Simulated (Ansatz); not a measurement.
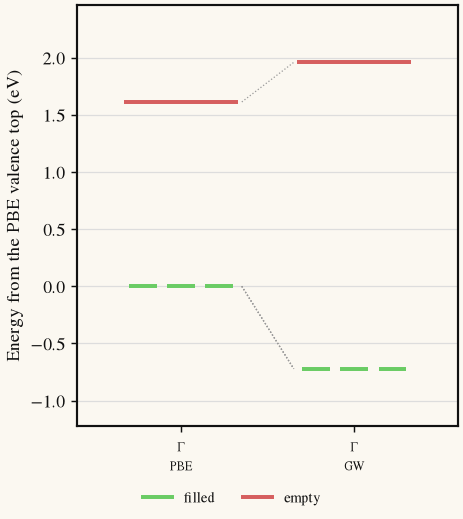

Kohn-Sham (PBE) and quasiparticle levels side by side at points of the k mesh; filled and empty levels have different colours.

Input of the run:

```
crystal:
  lattice:
    - [0.0, 2.2675, 2.2675]
    - [2.2675, 0.0, 2.2675]
    - [2.2675, 2.2675, 0.0]
  atoms:
    - { symbol: Ga, position: [0, 0, 0] }
    - { symbol: "N", position: [0.25, 0.25, 0.25] }
kpoints:
  mp_grid: { grid: [6, 6, 6], shift: [0, 0, 0] }
hamiltonian:
  xc: pbe
  pseudopotentials: { kind: paw, source: ansatz }
scf:
  occupations: { method: fixed }
  convergence: { dr2_threshold: "1e-9 eV" }
  lower_state_search: "off"
output:
  forces: false
  stress: false
gw:
  n_empty_bands: 226
  ecut_chi: 180.0
  qp_bands: [v9, c1]
  qp_kpoints: [[0, 0, 0]]
  ecutfock_ratio: 2
```

What are the Kohn-Sham and quasiparticle gaps on the mesh?

The gap on the mesh goes from 1.61 eV in PBE to 2.68 eV, an opening of 1.07 eV.

How is the correction shared between the two band edges?

The valence top moves by −0.72 eV and the conduction bottom by +0.35 eV.

These values hold for 226 empty bands and a screening cutoff of 180 eV on this mesh, not for the basis limit.
